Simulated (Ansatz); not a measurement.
# Ga7N8 (cell charge +1, with a compensating background) (cell with a defect): what the fields show

```
Ga N
1.0
     0.00000    0.00000   -5.24303
    -3.21843    5.57448    0.00000
     6.43686    0.00000    0.00000
Ga N
7 8
Direct
  0.98671 0.80342 0.10594
  0.00016 0.32446 0.68131
  0.00016 0.85776 0.68131
  0.51103 0.15521 0.33042
  0.51103 0.67612 0.33042
  0.49709 0.16748 0.83405
  0.50707 0.65574 0.81056
  0.52793 0.33895 0.17698
  0.63203 0.82182 0.14274
  0.63242 0.32652 0.66224
  0.63242 0.83663 0.66224
  0.16527 0.05871 0.38749
  0.16527 0.82969 0.38749
  0.12927 0.18193 0.86296
  0.13428 0.64768 0.79445
```

Method: Ansatz 0.2.0, DFT PBE, scalar-relativistic, plane waves, PAW.

The density is the valence pseudo-density of a PAW calculation; it isn't the true density close to the nuclei.

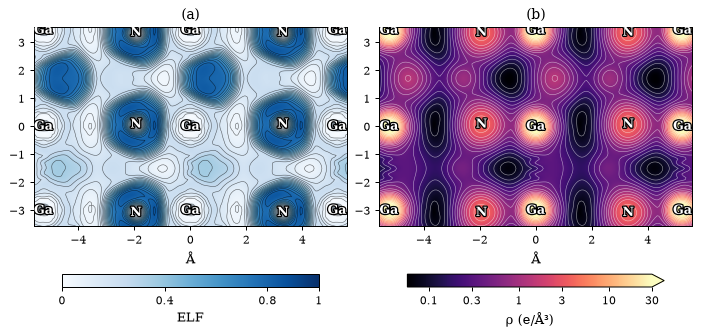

Figure 1. (a) electron localisation function; (b) valence pseudo-density on the (001) plane of the calculation cell.

> Read the bonding off the picture.

Atoms in the plane: Ga and N. Atoms just off the plane (Ga, 0.7 Å away and N, 0.6 Å away) can leave unmarked features too. Ga–N (1.93 Å): the density is about 0.78 e/Å³ at the midpoint; the ELF peaks at about 0.85 in the valence shell of N, 0.7 Å from its nucleus, and is about 0.50 at the midpoint. Between the atoms the lowest density in this plane is 0.06 e/Å³.

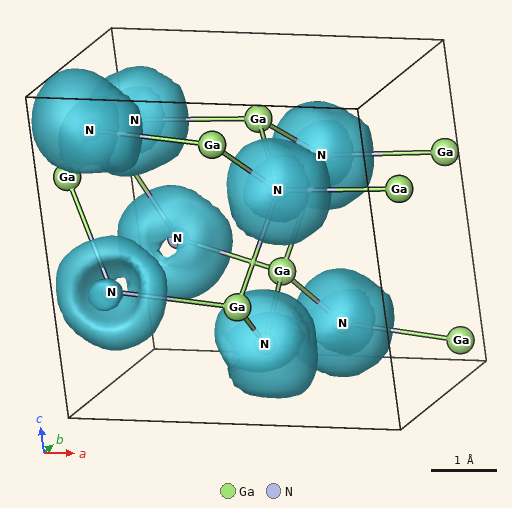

Figure 2. Isosurface of the ELF at 0.75 (cyan), seen slightly off an axis. Only the valence region is drawn (cores and ρ < 0.01 e/Å³ removed). Sticks mark near contacts.

> Where are the electrons localised?

The surface consists of one region between bonded N–N atoms and eight regions wrapped around N (the valence shell of each), counted in one cell of 15 atoms. Regions shared between cells count once.


N–N (1.47 Å): the ELF peaks at about 0.85 between the atoms. Ga–N (1.87 Å): the ELF peaks at about 0.85 in the valence shell of N, 0.6 Å from its nucleus, and is about 0.50 at the midpoint.

> Does the calculation give a band gap?

It is gapless in this calculation (a metal or semimetal).
